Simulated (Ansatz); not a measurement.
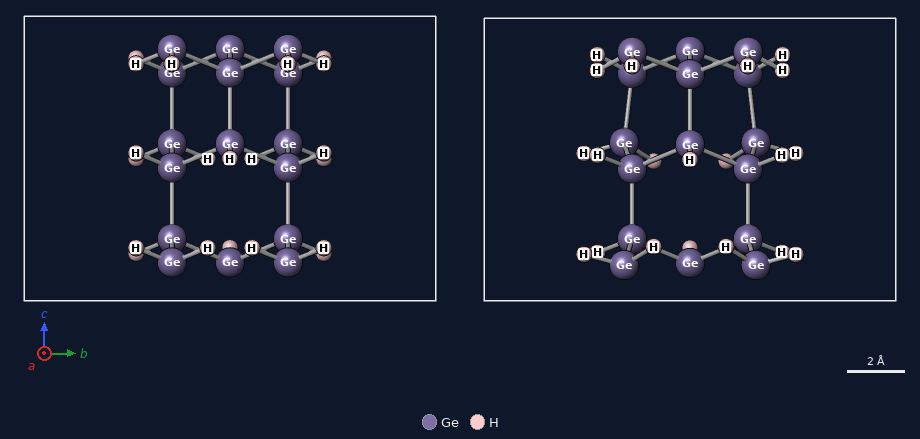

Two geometries of a wire of composition Ge₈H₁₁, drawn at one scale. One is the start of a relaxation, the other its converged end. A ball-and-stick model of the cell of the calculation, with the vacuum cut short (origin shifted), seen along the a axis.

Level of theory: Ansatz 0.2.0, DFT PBE, scalar-relativistic, plane waves, PAW. Settings: plane-wave cutoff 420 eV; k-point mesh 1 × 1 × 6; occupations gaussian; smearing width 0.05 eV; no spin polarisation; cell relaxed at fixed a, b, alpha, beta, gamma; force threshold 0.02 eV/Å; at most 45 steps.

### Which of the two is the end point?

The right one is the relaxed one. Case: wire along [1 1 1], 16 atoms a period, capped with H. After 8 accepted moves (9 points after the start) the energy has fallen by 0.534 eV per cell of the calculation. The largest force component goes from 0.56 to 0.0045 eV/Å. The SCF was repeated once at an unchanged geometry on a basis and grid sized afresh for the cell, which shifted the energy by 2.3 meV per cell of the calculation at most. The largest moves relative to the layer's centre, 0.57 Å, are those of H atoms. By element the largest moves are H 0.57 Å, Ge 0.31 Å. Along the periodic axis the drawn cell goes c 9.978 → 9.910 Å (−0.7 %). Near-neighbour distances that change, for instance: Ge–Ge 2.495 → 2.446 Å, Ge–Ge 2.495 → 2.469 Å, Ge–H 1.540 → 1.555 Å. Among the angles between lasting bonds that change: Ge–Ge–Ge 109.5° → 113.5°, Ge–Ge–Ge 109.5° → 112.7°, Ge–Ge–Ge 109.5° → 111.7°. Cost: 7.2 min on 4 threads of Arm Neoverse V2, on a shared host, peak memory 7.4 GiB.
